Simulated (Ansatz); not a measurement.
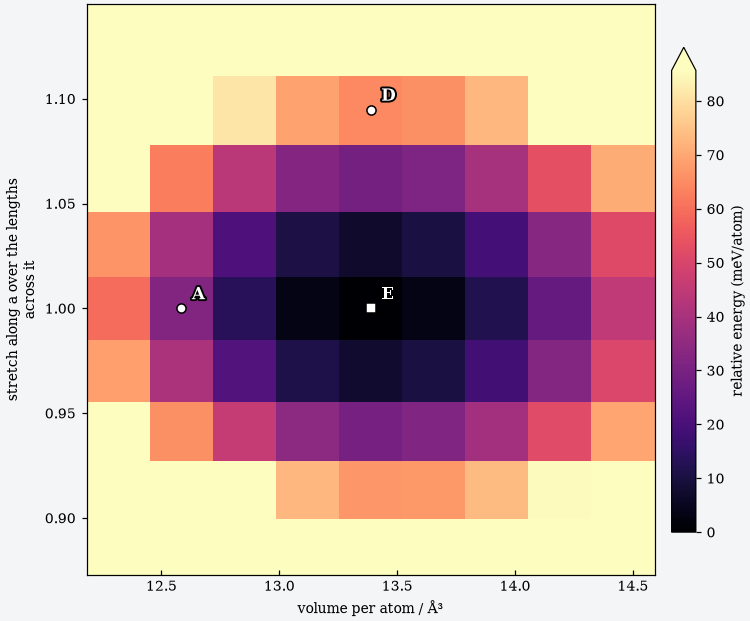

Al2Ru (Fddd, No. 70; 6 atoms in the cell). The energy is mapped over volume and the cell's shape. Coordinates scanned: (1) volume per atom; (2) stretch along a over the lengths across it, relative to the relaxed cell. Nothing is relaxed (fractional coordinates fixed). The scan uses a 9 × 9 grid. Points are written as (first, second). All energies are given in meV/atom relative to the lowest grid point. The lowest point has no gap; 45 points of the grid have one on the k-mesh. Computed with DFT LDA, scalar-relativistic, plane waves, PAW in Ansatz. Settings: cutoff 420 eV, k-mesh 10×10×10, gaussian smearing 0.03 eV, no spin polarisation.

Drawn: one coloured cell a grid point, one colour for all values above the top of the scale, lettered points.

What kind of point is each of A, D, E: minimum, saddle, maximum or slope?

A: on a slope; D: on a slope; E: minimum. (In these two coordinates alone; a stationary point may lie a little off the grid point.)

Rank the lettered points by energy, lowest first.

E (0 meV/atom), A (32 meV/atom), D (64 meV/atom).

PAW datasets: the set soft_1.
